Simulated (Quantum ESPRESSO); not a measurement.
**Relaxation of cell and atoms of Te (part 1 of 4)**

Te (P3₁21, 3 atoms in the cell), computed with Kohn-Sham DFT of a periodic cell, PBE with D3(BJ), PseudoDojo 0.4.1 SR PBE standard, no spin polarisation (Quantum ESPRESSO 7.5).

The structure derives from an entry of the Crystallography Open Database.

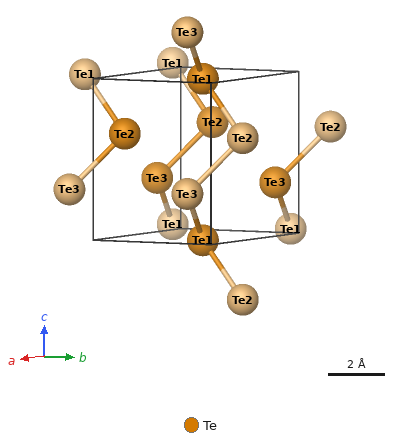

The input geometry (ball-and-stick view of the cell of the calculation, seen at an oblique angle; neighbours outside the cell are drawn fainter; atoms are numbered from 1 in the order of the input). Near neighbours in the crystal (not all of them lie inside the picture): Te has 2 Te at 2.86 Å.

### The input
```
&CONTROL
  calculation = 'vc-relax'
  prefix = 'pwscf'
  outdir = './tmp'
  pseudo_dir = './pseudo'
  tprnfor = .true.
  tstress = .true.
  disk_io = 'low'
  nstep = 40
  forc_conv_thr = 0.0004
  etot_conv_thr = 1d-05
/
&SYSTEM
  ibrav = 0
  nat = 3
  ntyp = 1
  ecutwfc = 80
  nbnd = 33
  occupations = 'smearing'
  smearing = 'fd'
  degauss = 0.00367493
  vdw_corr = 'grimme-d3'
  dftd3_version = 4
/
&ELECTRONS
  conv_thr = 6d-10
  electron_maxstep = 120
  mixing_beta = 0.5
/
&IONS
  ion_dynamics = 'bfgs'
/
&CELL
  cell_dynamics = 'bfgs'
  press = 0
  press_conv_thr = 0.3
/
ATOMIC_SPECIES
Te   127.6000 Te.upf
CELL_PARAMETERS angstrom
   4.4540000000    0.0000000000    0.0000000000
  -2.2270000000    3.8572771485    0.0000000000
   0.0000000000    0.0000000000    5.9240000000
ATOMIC_POSITIONS crystal
Te     0.7310000000    0.7310000000    0.0000000000
Te     0.0000000000    0.2690000000    0.6666666667
Te     0.2690000000    0.0000000000    0.3333333333
K_POINTS automatic
7 7 5 0 0 0
```

Hardware: 1 thread of Arm Neoverse V2, 24 GiB of memory available, shared host.

Run as:
```bash
OMP_NUM_THREADS=1 pw.x -in pw.in > pw.out
```

### Output
```
This program is part of the open-source Quantum ESPRESSO suite
     for quantum simulation of materials; please cite
         "P. Giannozzi et al., J. Phys.:Condens. Matter 21 395502 (2009);
         "P. Giannozzi et al., J. Phys.:Condens. Matter 29 465901 (2017);
         "P. Giannozzi et al., J. Chem. Phys. 152 154105 (2020);
          URL
     in publications or presentations arising from this work. More details at

     Message from routine setup:
     using ibrav=0 with symmetry is DISCOURAGED, use correct ibrav instead

     G-vector sticks info
     --------------------
     sticks:   dense  smooth     PW     G-vecs:    dense   smooth      PW
     Sum        1555    1555    433                66321    66321    9753

     Using Slab Decomposition

     bravais-lattice index     =            0
     lattice parameter (alat)  =       8.4168  a.u.
     unit-cell volume          =     686.8196 (a.u.)^3
     number of atoms/cell      =            3
     number of atomic types    =            1
     number of electrons       =        48.00
     number of Kohn-Sham states=           33
     kinetic-energy cutoff     =      80.0000  Ry
     charge density cutoff     =     320.0000  Ry
     scf convergence threshold =      6.0E-10
     mixing beta               =       0.5000
     number of iterations used =            8  plain     mixing
     energy convergence thresh.=      1.0E-05
     force convergence thresh. =      4.0E-04
     press convergence thresh. =      3.0E-01
     Exchange-correlation= PBE
                           (   1   4   3   4   0   0   0)
     nstep                     =           40

     celldm(1)=   8.416840  celldm(2)=   0.000000  celldm(3)=   0.000000
     celldm(4)=   0.000000  celldm(5)=   0.000000  celldm(6)=   0.000000

     crystal axes: (cart. coord. in units of alat)
               a(1) = (   1.000000   0.000000   0.000000 )
               a(2) = (  -0.500000   0.866025   0.000000 )
               a(3) = (   0.000000   0.000000   1.330040 )

     reciprocal axes: (cart. coord. in units 2 pi/alat)
               b(1) = (  1.000000  0.577350 -0.000000 )
               b(2) = (  0.000000  1.154701  0.000000 )
               b(3) = (  0.000000 -0.000000  0.751857 )

     PseudoPot. # 1 for Te read from file:
     Te.upf
     Pseudo is Norm-conserving + core correction, Zval = 16.0
     Generated using ONCVPSP code by D. R. Hamann
     Using radial grid of 1294 points,  6 beta functions with:
                l(1) =   0
                l(2) =   0
                l(3) =   1
                l(4) =   1
                l(5) =   2
                l(6) =   2

     atomic species   valence    mass     pseudopotential
     Te               16.00   127.60000     Te( 1.00)

      6 Sym. Ops. (no inversion) found ( 4 have fractional translation)

   Cartesian axes

     site n.     atom                  positions (alat units)
         1        Te     tau(   1) = (   0.3655000   0.6330646   0.0000000  )
         2        Te     tau(   2) = (  -0.1345000   0.2329608   0.8866936  )
         3        Te     tau(   3) = (   0.2690000   0.0000000   0.4433468  )

     --------------------------------------------
     DFT-D3 Dispersion Correction (3-body terms):
     --------------------------------------------
       Reference C6 values for interpolation:

         atom   Coordination number   C6
         Te         0.000           851.07
         Te         0.981           850.20
         Te         1.964           837.16

       Values used:

         atom   Coordination number  R0_AB[au]  C6      C8
         Te         3.163            3.676    837.16  84978.06
         Te         3.163            3.676    837.16  84978.06
         Te         3.163            3.676    837.16  84978.06

         Molecular C6 ( Ry / a.u.^6 ) =      7534.42

     number of k points=    32  Fermi-Dirac smearing, width (Ry)=  0.0037
                       cart. coord. in units 2pi/alat
        k(    1) = (   0.0000000   0.0000000   0.0000000), wk =   0.0081633
        k(    2) = (   0.0000000   0.0000000   0.1503714), wk =   0.0163265
        k(    3) = (   0.0000000   0.0000000   0.3007427), wk =   0.0163265
        k(    4) = (   0.0000000   0.1649572   0.0000000), wk =   0.0489796
        k(    5) = (   0.0000000   0.1649572   0.1503714), wk =   0.0489796
        k(    6) = (   0.0000000   0.1649572   0.3007427), wk =   0.0489796
        k(    7) = (   0.0000000   0.3299144   0.0000000), wk =   0.0489796
        k(    8) = (   0.0000000   0.3299144   0.1503714), wk =   0.0489796
        k(    9) = (   0.0000000   0.3299144   0.3007427), wk =   0.0489796
        k(   10) = (   0.0000000   0.4948717   0.0000000), wk =   0.0489796
        k(   11) = (   0.0000000   0.4948717   0.1503714), wk =   0.0489796
        k(   12) = (   0.0000000   0.4948717   0.3007427), wk =   0.0489796
        k(   13) = (   0.1428571   0.2474358   0.0000000), wk =   0.0489796
        k(   14) = (   0.1428571   0.2474358   0.1503714), wk =   0.0979592
        k(   15) = (   0.1428571   0.2474358   0.3007427), wk =   0.0979592
        k(   16) = (   0.1428571   0.4123930   0.0000000), wk =   0.0979592
        k(   17) = (   0.1428571   0.4123930   0.1503714), wk =   0.0979592
        k(   18) = (   0.1428571   0.4123930   0.3007427), wk =   0.0979592
        k(   19) = (   0.1428571   0.5773503   0.0000000), wk =   0.0489796
        k(   20) = (   0.1428571   0.5773503   0.1503714), wk =   0.0979592
        k(   21) = (   0.1428571   0.5773503   0.3007427), wk =   0.0979592
        k(   22) = (   0.2857143   0.4948717   0.0000000), wk =   0.0489796
        k(   23) = (   0.2857143   0.4948717   0.1503714), wk =   0.0979592
        k(   24) = (   0.2857143   0.4948717   0.3007427), wk =   0.0979592
        k(   25) = (   0.0000000   0.1649572  -0.1503714), wk =   0.0489796
        k(   26) = (   0.0000000   0.1649572  -0.3007427), wk =   0.0489796
        k(   27) = (   0.0000000   0.3299144  -0.1503714), wk =   0.0489796
        k(   28) = (   0.0000000   0.3299144  -0.3007427), wk =   0.0489796
        k(   29) = (   0.0000000   0.4948717  -0.1503714), wk =   0.0489796
        k(   30) = (   0.0000000   0.4948717  -0.3007427), wk =   0.0489796
        k(   31) = (  -0.1428571   0.4123930  -0.1503714), wk =   0.0979592
        k(   32) = (  -0.1428571   0.4123930  -0.3007427), wk =   0.0979592

     Dense  grid:    66321 G-vectors     FFT dimensions: (  48,  48,  72)

     Initial potential from superposition of free atoms

     starting charge      47.9994, renormalised to      48.0000
     Starting wfcs are   27 randomized atomic wfcs +    6 random wfcs

     Self-consistent Calculation

     iteration #  1     ecut=    80.00 Ry     beta= 0.50
     Davidson diagonalization with overlap
     ethr =  1.00E-02,  avg # of iterations =  6.9

     Threshold (ethr) on eigenvalues was too large:
     Diagonalizing with lowered threshold

     Davidson diagonalization with overlap
     ethr =  3.17E-05,  avg # of iterations =  7.9

     total energy              =    -629.23903235 Ry
     estimated scf accuracy    <       0.01465273 Ry

     iteration #  2     ecut=    80.00 Ry     beta= 0.50
     Davidson diagonalization with overlap
     ethr =  3.05E-05,  avg # of iterations =  1.0

     total energy              =    -629.23991578 Ry
     estimated scf accuracy    <       0.00254861 Ry

     iteration #  3     ecut=    80.00 Ry     beta= 0.50
     Davidson diagonalization with overlap
     ethr =  5.31E-06,  avg # of iterations =  2.2

     total energy              =    -629.24005959 Ry
     estimated scf accuracy    <       0.00021071 Ry

     iteration #  4     ecut=    80.00 Ry     beta= 0.50
     Davidson diagonalization with overlap
     ethr =  4.39E-07,  avg # of iterations =  2.8

     total energy              =    -629.24007675 Ry
     estimated scf accuracy    <       0.00000786 Ry

     iteration #  5     ecut=    80.00 Ry     beta= 0.50
     Davidson diagonalization with overlap
     ethr =  1.64E-08,  avg # of iterations =  2.1

     total energy              =    -629.24007827 Ry
     estimated scf accuracy    <       0.00000013 Ry

     iteration #  6     ecut=    80.00 Ry     beta= 0.50
     Davidson diagonalization with overlap
     ethr =  2.72E-10,  avg # of iterations =  3.2

     total energy              =    -629.24007831 Ry
     estimated scf accuracy    <       0.00000002 Ry

     iteration #  7     ecut=    80.00 Ry     beta= 0.50
     Davidson diagonalization with overlap
     ethr =  3.58E-11,  avg # of iterations =  2.0

     total energy              =    -629.24007832 Ry
     estimated scf accuracy    <          6.4E-10 Ry

     iteration #  8     ecut=    80.00 Ry     beta= 0.50
     Davidson diagonalization with overlap
     ethr =  1.33E-12,  avg # of iterations =  2.4

     End of self-consistent calculation

          k = 0.0000 0.0000 0.0000 (  8245 PWs)   bands (ev):

   -28.3601 -28.3601 -28.3142 -28.3108 -28.3108 -28.2393 -28.1841 -28.1820
   -28.1820 -28.1543 -28.1519 -28.1519 -28.1315 -28.1068 -28.1068  -4.5726
    -1.2742  -1.2742   5.9898   6.2977   6.2977   7.3714   7.3714   8.1993
    10.0610  10.0610  10.6581  14.0703  14.0703  15.0594  15.4048  15.4048
    15.6870

          k = 0.0000 0.0000 0.1504 (  8276 PWs)   bands (ev):

   -28.3733 -28.3434 -28.3165 -28.3154 -28.3018 -28.2477 -28.1843 -28.1843
   -28.1789 -28.1540 -28.1530 -28.1515 -28.1271 -28.1081 -28.1072  -4.4282
    -2.3731  -0.1456   5.7461   6.0724   6.5363   7.5052   7.5180   8.1886
     9.8093   9.8509  10.2915  13.6066  14.7122  14.8843  15.1870  15.5488
    15.7077

          k = 0.0000 0.0000 0.3007 (  8276 PWs)   bands (ev):

   -28.3803 -28.3284 -28.3195 -28.3194 -28.2874 -28.2671 -28.1852 -28.1849
   -28.1765 -28.1542 -28.1530 -28.1520 -28.1183 -28.1109 -28.1093  -3.9998
    -3.3036   0.6907   5.1960   6.2755   6.4762   7.6956   7.8764   8.1215
     9.5072   9.5583   9.6951  13.1552  14.3113  14.4948  16.3141  16.3451
    16.8403

          k = 0.0000 0.1650 0.0000 (  8249 PWs)   bands (ev):

   -28.3597 -28.3591 -28.3143 -28.3106 -28.3103 -28.2397 -28.1850 -28.1817
   -28.1811 -28.1547 -28.1522 -28.1513 -28.1350 -28.1069 -28.1042  -4.4351
    -1.3191  -1.2367   5.1123   5.7026   6.0135   7.7474   8.0633   8.3808
     9.7795   9.9673  10.4995  13.6119  14.0513  15.2188  15.5791  15.9268
    16.1213

          k = 0.0000 0.1650 0.1504 (  8278 PWs)   bands (ev):

   -28.3729 -28.3426 -28.3161 -28.3153 -28.3016 -28.2479 -28.1851 -28.1839
   -28.1783 -28.1550 -28.1522 -28.1514 -28.1306 -28.1096 -28.1034  -4.2926
    -2.3164  -0.2462   5.2641   5.3075   6.1286   7.9335   8.0928   8.2459
     9.6830   9.7275  10.4427  13.1212  14.8457  14.9980  15.4584  16.2679
    16.4446

          k = 0.0000 0.1650 0.3007 (  8296 PWs)   bands (ev):

   -28.3802 -28.3279 -28.3193 -28.3187 -28.2870 -28.2669 -28.1853 -28.1853
   -28.1761 -28.1556 -28.1522 -28.1514 -28.1216 -28.1142 -28.1041  -3.8728
    -3.2041   0.4398   5.0124   5.7491   6.2656   7.3749   7.6877   7.9027
     9.7586   9.9534  10.7171  13.2291  14.1809  14.9833  15.7766  16.6263
    17.3523

          k = 0.0000 0.3299 0.0000 (  8285 PWs)   bands (ev):

   -28.3587 -28.3570 -28.3144 -28.3101 -28.3094 -28.2404 -28.1864 -28.1810
   -28.1800 -28.1554 -28.1530 -28.1504 -28.1413 -28.1073 -28.1001  -4.0570
    -1.5424  -1.1424   4.3134   5.0149   5.5567   7.1503   8.0929   8.2434
     9.8828  10.0874  11.3007  12.6401  14.6533  15.8077  16.6493  17.1845
    17.8400

          k = 0.0000 0.3299 0.1504 (  8282 PWs)   bands (ev):

   -28.3719 -28.3409 -28.3153 -28.3151 -28.3009 -28.2483 -28.1862 -28.1836
   -28.1774 -28.1563 -28.1518 -28.1509 -28.1368 -28.1114 -28.0983  -3.9175
    -2.2386  -0.5075   4.1612   4.7507   5.6672   7.8122   7.9696   8.5374
     9.7029  10.2132  10.4239  12.4858  15.3744  16.0584  16.7531  16.8462
    17.9266

          k = 0.0000 0.3299 0.3007 (  8301 PWs)   bands (ev):

   -28.3798 -28.3268 -28.3188 -28.3176 -28.2862 -28.2665 -28.1862 -28.1853
   -28.1752 -28.1573 -28.1516 -28.1504 -28.1269 -28.1181 -28.0982  -3.5257
    -2.9648  -0.1603   4.1591   5.1238   5.8607   7.1429   7.3227   8.3431
    10.1249  10.6722  10.8721  13.0781  15.0139  15.8371  16.5051  16.7181
    17.8926

          k = 0.0000 0.4949 0.0000 (  8308 PWs)   bands (ev):

   -28.3579 -28.3554 -28.3145 -28.3098 -28.3086 -28.2408 -28.1873 -28.1805
   -28.1793 -28.1557 -28.1536 -28.1497 -28.1455 -28.1077 -28.0978  -3.6088
    -1.9302  -1.0572   4.1872   4.6564   5.3541   5.8754   8.0440   8.2427
     9.8832   9.9652  12.0704  12.5629  16.0383  17.2797  17.8947  18.0108
    19.0520

          k = 0.0000 0.4949 0.1504 (  8302 PWs)   bands (ev):

   -28.3712 -28.3395 -28.3154 -28.3142 -28.3005 -28.2483 -28.1871 -28.1831
   -28.1767 -28.1570 -28.1523 -28.1499 -28.1409 -28.1120 -28.0960  -3.4839
    -2.2436  -0.8614   3.8166   4.4906   5.4154   7.1763   7.6642   7.7558
    10.0397  10.5932  11.4781  12.3971  16.1261  17.0372  17.6129  18.5544
    18.9133

          k = 0.0000 0.4949 0.3007 (  8296 PWs)   bands (ev):

   -28.3794 -28.3259 -28.3185 -28.3166 -28.2856 -28.2659 -28.1870 -28.1851
   -28.1747 -28.1582 -28.1515 -28.1496 -28.1307 -28.1203 -28.0950  -3.1746
    -2.6826  -0.7982   3.4652   5.0413   5.5907   6.8014   7.0854   8.7755
     9.8670  10.7160  11.4422  13.2907  14.8114  17.3640  17.5443  17.7837
    18.1990

          k = 0.1429 0.2474 0.0000 (  8284 PWs)   bands (ev):

   -28.3590 -28.3576 -28.3143 -28.3102 -28.3097 -28.2402 -28.1861 -28.1811
   -28.1803 -28.1552 -28.1528 -28.1506 -28.1397 -28.1068 -28.1014  -4.1759
    -1.4159  -1.2147   4.5670   4.8507   6.1023   7.3251   7.9739   7.9916
    10.1962  10.3839  10.7431  13.3936  13.5617  15.7131  16.3183  16.8457
    17.4268

          k = 0.1429 0.2474 0.1504 (  8298 PWs)   bands (ev):

   -28.3723 -28.3413 -28.3158 -28.3148 -28.3011 -28.2481 -28.1861 -28.1835
   -28.1776 -28.1558 -28.1525 -28.1505 -28.1353 -28.1097 -28.1007  -4.0411
    -2.2061  -0.5118   4.6256   4.9972   5.9983   6.9344   7.6356   8.5572
     9.8785  10.4992  11.0134  13.2486  14.1849  15.5801  15.9428  16.5661
    17.3260

          k = 0.1429 0.2474 0.3007 (  8298 PWs)   bands (ev):

   -28.3800 -28.3270 -28.3191 -28.3178 -28.2865 -28.2665 -28.1862 -28.1851
   -28.1755 -28.1568 -28.1520 -28.1504 -28.1259 -28.1162 -28.1001  -3.6459
    -3.0112  -0.0203   4.6748   5.2764   5.8253   6.6760   7.6539   8.1225
     9.8222  10.9063  11.2828  13.5348  14.3500  15.3234  15.8047  16.5153
    17.3203

          k = 0.1429 0.4124 0.0000 (  8317 PWs)   bands (ev):

   -28.3579 -28.3560 -28.3144 -28.3098 -28.3089 -28.2406 -28.1871 -28.1805
   -28.1796 -28.1556 -28.1537 -28.1497 -28.1447 -28.1065 -28.0993  -3.7422
    -1.6937  -1.2052   4.2656   4.5499   5.6825   6.5351   7.2871   7.5637
    10.6017  10.8478  11.8504  12.8317  14.3376  16.6597  17.5115  18.1196
    18.6605
```
